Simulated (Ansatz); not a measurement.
# What a change does: band-structure calculation on HfO2

System: HfO2 (3 atoms in the cell).
Method of the first run: DFT, r2SCAN, plane waves, PAW, no spin polarisation (Ansatz 0.2.0).

The structure was built on a prototype by a generator. The geometry comes from this level: r2SCAN (a point of a series of strains). Text and figures count atoms from 1; the logs count them from 0 in places.

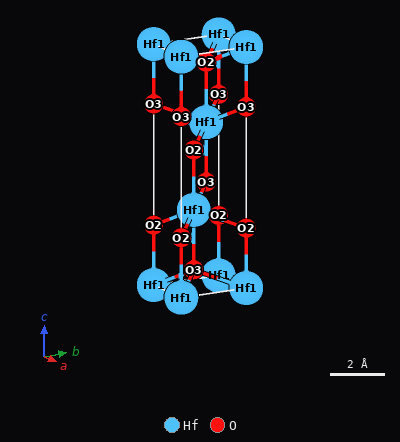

Figure 1. The input geometry (ball-and-stick view of the cell 3 times as large as that of the calculation, set on its symmetry axes, seen slightly off an axis; atoms are numbered from 1 in the order of the input).

Input, the first run:
```yaml
crystal:
  lattice:
    - [0.0762126939, 2.6053950133, 2.6053950133]
    - [2.6053950133, 0.0762126939, 2.6053950133]
    - [2.6053950133, 2.6053950133, 0.0762126939]
  atoms:
    - { symbol: Hf, position: [0.0, 0.0, 0.0] }
    - { symbol: O, position: [0.2487273966, 0.2487273966, 0.2487273966] }
    - { symbol: O, position: [0.7512726034, 0.7512726034, 0.7512726034] }
kpoints:
  mp_grid: { grid: [8, 8, 8] }
  band_path:
    path:
      - [0.0, 0.0, 0.0]
      - [0.5, 0.0, 0.5]
      - [0.625, 0.25, 0.625]
      - [0.375, 0.375, 0.75]
      - [0.5, 0.5, 0.5]
      - [0.5, 0.25, 0.75]
    npoints: 1
hamiltonian:
  xc: r2scan
scf:
  occupations: { method: fixed }
  n_extra_bands: 4
output:
  forces: true
  stress: true
  eigenvalues: true
```

Hardware: 4 threads of an Arm (aarch64) CPU, shared host.

Output, shortened to warnings, some set-up lines, iterations and results (the first run):
```
Basis set: ecut = 500 eV, 875 PW (Γ), exchange–correlation on 108×108×108 points (64 copies of the dense FFT grid, shifted against one another)
Symmetry: 12 space group operations
k-points: 65 of 512
Initial density: superposition of atomic densities (neutral atoms: chi_scale 0, normalization atom), corrected by the library's trained network
[...]
SCF iter   1: F=—  HF=-16876.067523 eV  |F-HF|=—  |Δ(HF+E_count)|=         —  Δρ=1.17e-2  dr2=4.40e-2  dr2_τ=2.16e-1  ethr=1.77e-3  ⟨swp⟩=4.0  Hψ=4914  notcnv=0  defer=112
SCF iter   2: F=—  HF=-16876.121897 eV  |F-HF|=—  |Δ(HF+E_count)|=   5.44e-2  Δρ=6.53e-3  dr2=4.76e-3  dr2_τ=2.90e-3  ethr=1.16e-4  ⟨swp⟩=2.0  Hψ=3380  notcnv=0  defer=130
SCF iter   3: F=—  HF=-16876.122004 eV  |F-HF|=—  |Δ(HF+E_count)|=   1.07e-4  Δρ=2.42e-3  dr2=1.08e-3  dr2_τ=1.46e-4  ethr=1.25e-5  ⟨swp⟩=2.0  Hψ=2597  notcnv=0  defer=130
SCF iter   4: F=—  HF=-16876.122439 eV  |F-HF|=—  |Δ(HF+E_count)|=   4.35e-4  Δρ=1.52e-3  dr2=4.73e-4  dr2_τ=1.00e-4  ethr=2.84e-6  ⟨swp⟩=2.0  Hψ=2795  notcnv=0  defer=130
SCF iter   5: F=—  HF=-16876.122276 eV  |F-HF|=—  |Δ(HF+E_count)|=   1.63e-4  Δρ=2.81e-4  dr2=2.21e-5  dr2_τ=1.89e-6  ethr=1.24e-6  ⟨swp⟩=2.0  Hψ=2432  notcnv=0  defer=85
SCF iter   6: F=—  HF=-16876.122273 eV  |F-HF|=—  |Δ(HF+E_count)|=   2.99e-6  Δρ=8.24e-5  dr2=2.05e-6  dr2_τ=2.78e-7  ethr=5.82e-8  ⟨swp⟩=2.0  Hψ=2723  notcnv=0
SCF iter   7: F=—  HF=-16876.122272 eV  |F-HF|=—  |Δ(HF+E_count)|=   2.03e-7  Δρ=2.67e-5  dr2=1.84e-7  dr2_τ=1.06e-8  ethr=5.39e-9  ⟨swp⟩=2.0  Hψ=1835  notcnv=0
SCF iter   8: F=-16876.122272 eV  HF=-16876.122272 eV  |F-HF|=6.11e-10  |Δ(HF+E_count)|=   4.08e-9  Δρ=2.73e-6  dr2=1.86e-9  dr2_τ=1.53e-10  ethr=2.63e-10  ⟨swp⟩=6.0  Hψ=6560 …
SCF 1 converged in 8 iterations: F = -16876.122272 eV  dr2 = 1.86e-9
NSCF: frozen V_eff on 6 k-points
SCF converged after 8 iterations
Free energy (F): -16876.122272 eV
Harris-Foulkes:  -16876.122272 eV  (|F-HF|=6.11e-10)
Internal energy: -16876.122272 eV  (E = F + TS)
E sigma→0 (E₀):  -16876.122272 eV
Fermi energy:    14.938051 eV
--- Per-component energies (eV) ---
  E_band       = -5.668698
  E_kinetic    = 770.835254
  E_local      = -5847.232978  (includes V_loc(G=0)·N_el)
  E_nonlocal   = -1153.201155
  E_hartree    = 2673.737198
  E_xc         = -429.989803
  E_vxc        = -503.832865  (∫ρ·V_xc dr)
  E_paw        = -7270.073877  (= ΣΔE_a)
  E_vpaw       = 1352.728626  (= ΣTr[D̂ρ^β])
  E_aug_tail   = 0.002043  (compensation charges beyond the density's cutoff)
  E_vtau       = 27.557353  (kinetic-family band-sum trace: ∫τ·v_τ [+ j·A + Jᵃ·Aᵃ] dr)
  E_ewald      = -5620.456595
  E_core_change = 0.257640  (= ΣΔE_core)
  E_smearing   = -0.000000  (= −TS)
  E_closure    = 0.000000  (closes the sum)
  Σ components = -16876.122272   (vs F -16876.122272, Δ=0.00e0)
--- Forces (eV/Å), atoms counted from 1 ---
  atom   1  Hf     0.00000000    -0.00000000     0.00000000
  atom   2  O     -0.00003134    -0.00003134    -0.00003134
  atom   3  O      0.00003134     0.00003134     0.00003134
  max |Σ_I F_I| component: 1.16e-18 eV/Å
--- Stress (GPa, compression-positive) ---
      -10.609262      -1.742445      -1.742445
       -1.742445     -10.609262      -1.742445
       -1.742445      -1.742445     -10.609262
  P = ⅓ Tr σ = -10.6093 GPa (-106.093 kbar)
```

The input of the second run differs as follows (lines with − go, lines with + come):
```diff
-  xc: r2scan
+  xc: pbe
-  occupations: { method: fixed }
+  occupations: { method: fermi_dirac, width: 0.02 }
```

How does the second run compare with the first run?

The total energies belong to different methods, so their difference says nothing on which is more stable or more accurate. The gap on the mesh goes from 4.20 to 3.71 eV. The pressure goes from −10.61 to −4.66 GPa. The largest force goes from 0.000 to 0.035 eV/Å. The functional changes from r2SCAN to PBE. The SCF takes 6 iterations against 8. The default cutoff goes from 500 to 420 eV with the change. The plane waves at Γ go from 875 to 653.

Output, shortened to warnings, some set-up lines, iterations and results (the second run):
```
Basis set: ecut = 420 eV, 653 PW (Γ), exchange–correlation on 50×50×50 points (8 copies of the dense FFT grid, shifted against one another)
Symmetry: 12 space group operations
k-points: 65 of 512
Initial density: superposition of atomic densities (neutral atoms: chi_scale 0, normalization atom), corrected by the library's trained network
[...]
SCF iter   1: F=—  HF=-16861.382015 eV  |F-HF|=—  |Δ(HF+E_count)|=         —  Δρ=2.32e-3  dr2=1.29e-3  ethr=1.77e-3  ⟨swp⟩=5.0  Hψ=5604  notcnv=0
SCF iter   2: F=—  HF=-16861.382929 eV  |F-HF|=—  |Δ(HF+E_count)|=   9.15e-4  Δρ=1.77e-3  dr2=7.75e-4  ethr=3.40e-6  ⟨swp⟩=2.0  Hψ=3400  notcnv=0
SCF iter   3: F=—  HF=-16861.382822 eV  |F-HF|=—  |Δ(HF+E_count)|=   1.08e-4  Δρ=6.61e-4  dr2=5.42e-5  ethr=2.04e-6  ⟨swp⟩=2.2  Hψ=2291  notcnv=0
SCF iter   4: F=—  HF=-16861.383082 eV  |F-HF|=—  |Δ(HF+E_count)|=   2.60e-4  Δρ=1.19e-4  dr2=3.99e-6  ethr=1.43e-7  ⟨swp⟩=2.0  Hψ=2742  notcnv=0
SCF iter   5: F=—  HF=-16861.383082 eV  |F-HF|=—  |Δ(HF+E_count)|=   3.79e-7  Δρ=4.44e-5  dr2=4.04e-7  ethr=1.05e-8  ⟨swp⟩=2.6  Hψ=2592  notcnv=0
SCF iter   6: F=-16861.383082 eV  HF=-16861.383082 eV  |F-HF|=4.35e-8  |Δ(HF+E_count)|=   3.36e-8  Δρ=9.17e-6  dr2=1.69e-8  ethr=2.63e-10  ⟨swp⟩=5.6  Hψ=6661  notcnv=0
SCF 1 converged in 6 iterations: F = -16861.383082 eV  dr2 = 1.69e-8
NSCF: frozen V_eff on 6 k-points
SCF converged after 6 iterations
Free energy (F): -16861.383082 eV
Harris-Foulkes:  -16861.383082 eV  (|F-HF|=4.35e-8)
Internal energy: -16861.383082 eV  (E = F + TS)
E sigma→0 (E₀):  -16861.383082 eV
Fermi energy:    17.152525 eV
--- Per-component energies (eV) ---
  E_band       = 23.025854
  E_kinetic    = 768.922440
  E_local      = -5845.365597  (includes V_loc(G=0)·N_el)
  E_nonlocal   = -1147.697059
  E_hartree    = 2672.276262
  E_xc         = -447.073884
  E_vxc        = -453.911165  (∫ρ·V_xc dr)
  E_paw        = -7241.993624  (= ΣΔE_a)
  E_vpaw       = 1356.507633  (= ΣTr[D̂ρ^β])
  E_aug_tail   = 0.004975  (compensation charges beyond the density's cutoff)
  E_ewald      = -5620.456595
  E_smearing   = -0.000000  (= −TS)
  E_closure    = 0.000000  (closes the sum)
  Σ components = -16861.383082   (vs F -16861.383082, Δ=0.00e0)
--- Forces (eV/Å), atoms counted from 1 ---
  atom   1  Hf     0.00000000     0.00000000     0.00000000
  atom   2  O     -0.02036644    -0.02036644    -0.02036644
  atom   3  O      0.02036644     0.02036644     0.02036644
  max |Σ_I F_I| component: 3.47e-18 eV/Å
--- Stress (GPa, compression-positive) ---
       -4.663729      -1.729076      -1.729076
       -1.729076      -4.663729      -1.729076
       -1.729076      -1.729076      -4.663729
  P = ⅓ Tr σ = -4.6637 GPa (-46.637 kbar)
```

The two runs side by side:

| quantity | the first run | the second run |
| --- | --- | --- |
| outcome | converged | converged |
| free energy per atom (eV) | −5625.3741 | −5620.4610 |
| gap on the mesh (eV) | 4.20 | 3.71 |
| pressure (GPa) | −10.61 | −4.66 |
| largest force (eV/Å) | 0.000 | 0.035 |
| SCF iterations | 8 | 6 |
| irreducible k-points | 65 | 65 |
| plane waves at Γ | 875 | 653 |
| wall time (shared host) | 2.5 s | 1.1 s |

For both runs: Spin–orbit coupling is left out, which matters for Hf. For the first run: The cell is under a tension of 10.6 GPa at this level, so it is not at its equilibrium volume.
